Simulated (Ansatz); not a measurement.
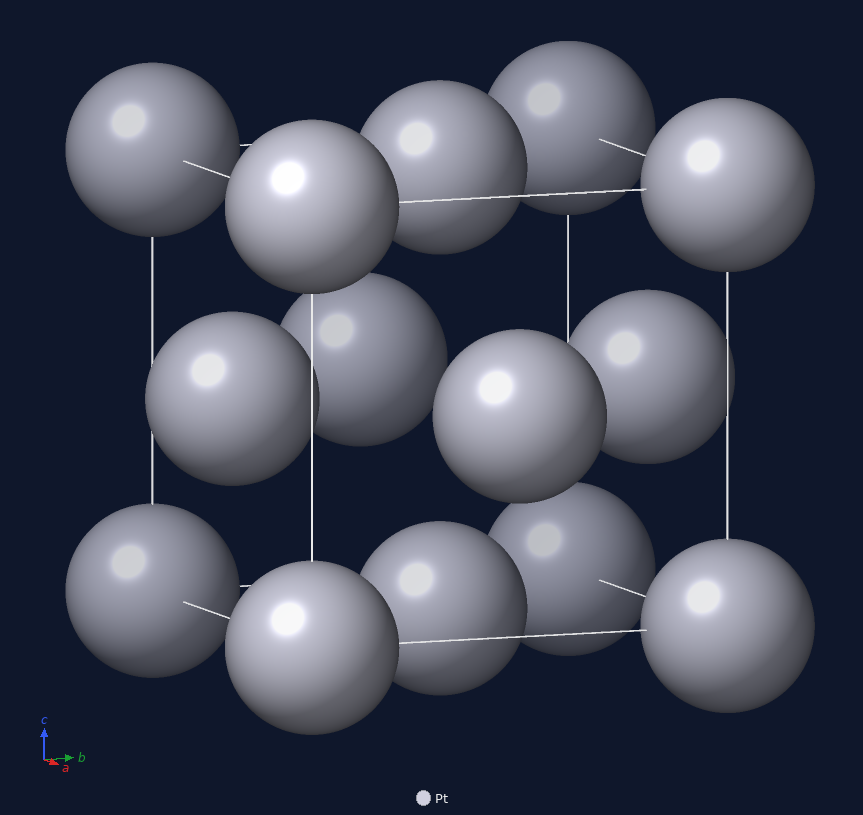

The figure gives a spheres-only picture of the atoms, viewed slightly off an axis. The conventional unit cell is outlined; an atom on or near a face, edge or corner is repeated at each equivalent position.

The box has a = 3.87 Å, b = 3.87 Å, c = 3.87 Å, α = 90.00°, β = 90.00°, γ = 90.00°.

Q: Give the number of atoms in the outlined cell.

A: 4 (platinum), counting shared atoms by their share.

Q: Which of the Bravais lattices applies?

A: Face-centred cubic.

Q: State the space group and its number.

A: Fm-3m (No. 225), with Pt on 4a.

The initial geometry was the standard structure of this element. The cell was then strained or its atoms displaced on purpose. It was run through Ansatz as a DFT input.

At this level of theory the cell isn't at rest (compressed, at 6 GPa), so its distances can differ from those at equilibrium, the more so the softer the solid.
